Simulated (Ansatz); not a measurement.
The Ansatz input:

```
crystal:
  lattice:
    - [3.6385771465, 0.0, 0.0]
    - [0.0, 3.6385771465, 0.0]
    - [0.0, 0.0, 4.9450533562]
  atoms:
    - { symbol: Zn, position: [0.0, 0.0, 0.0] }
    - { symbol: Ga, position: [0.5, 0.5, 0.7418477596] }
    - { symbol: Ga, position: [0.5, 0.5, 0.2581522404] }
    - { symbol: O, position: [0.5, 0.0, 0.5] }
    - { symbol: O, position: [0.0, 0.5, 0.5] }
basis:
  ecutwfc: 420
kpoints:
  mp_grid: { grid: [10, 10, 8] }
  band_path:
    path:
      - [[0.0, 0.0, 0.0], [0.0, 0.5, 0.0], [0.5, 0.5, 0.0], [0.0, 0.0, 0.0], [0.0, 0.0, 0.5], [0.0, 0.5, 0.5], [0.5, 0.5, 0.5], [0.0, 0.0, 0.5]]
      - [[0.0, 0.5, 0.0], [0.0, 0.5, 0.5]]
      - [[0.5, 0.5, 0.0], [0.5, 0.5, 0.5]]
    npoints: 14
hamiltonian:
  xc: pbe
scf:
  occupations: { method: gaussian, width: 0.1 }
  n_extra_bands: 12
output:
  forces: true
  stress: true
  eigenvalues: true
  populations: true
  dos: { projected: true, de: 0.02, nscf_kmesh: { grid: [12, 12, 10] } }
  bader: true
  write_density: true
  write_potential: true
  elf: true
  volumetric_format: npy
```

Launched with:
```bash
ansatz run input.yaml --threads 1 --pin off --max-ram 2560MiB --backend cpu --events-out ev --progress --plain --runs-dir out
```

What will the density of states look like?

It is a metal. The density of states at the Fermi level is about 1.1 per eV and cell (mean within 0.25 eV), or 0.23 per atom. By projected weight, the states within 0.3 eV of the Fermi level are O 2p (50 %), Ga 4p (15 %) and Ga 4s (15 %). Over the range shown, the centre of the Zn 3d weight lies 6.9 eV below the Fermi level, and the shell is essentially full.

The structure is an invented one, so it need not be a known or stable phase.

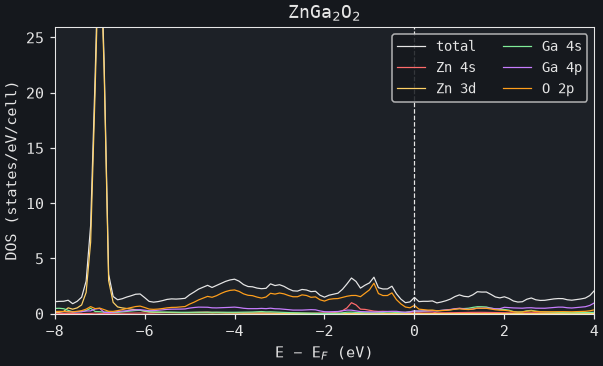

Density of states. Energies are counted from the Fermi level. The partial curves are projected on Löwdin-orthogonalised atomic shells.
